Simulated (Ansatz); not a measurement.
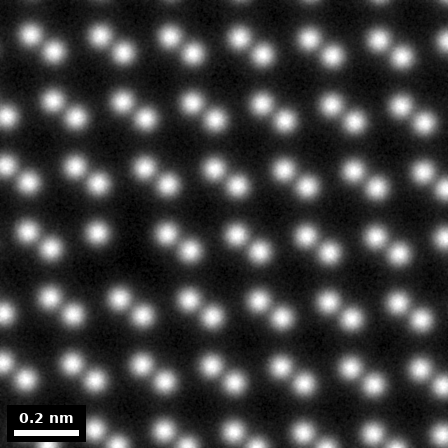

HAADF-like image of C (Fd-3m, No. 227) along [110]. Simulation: incoherent imaging, intensity Z^1.7 per atom, probe width 0.50 Å, thin sample. The probe carries 25 % of its weight in a tail 2.5 times as wide. The display is stretched by a gamma of 0.65; percentages refer to the linear signal. Shot noise was added.

The sample is 1 repeat (2.5 Å) thick. One point defect was put into the perfect crystal, without relaxing the atoms around it. Brightness is counted from the darkest point of the image. Host structure: the geometry relaxed with Ansatz, DFT PBEsol, scalar-relativistic, plane waves, PAW; the starting structure was generated, so it need not be a known form of this composition.

Where is the defect (in Å from the left and the top edge), and what does its contrast suggest?

Answer. At about 4 Å from the left and 8 Å from the top. The column has all but vanished there, which points to a vacancy or a much lighter atom. The column holds 1 atom (C) through the sample, and one C atom is missing, so its peak vanishes.
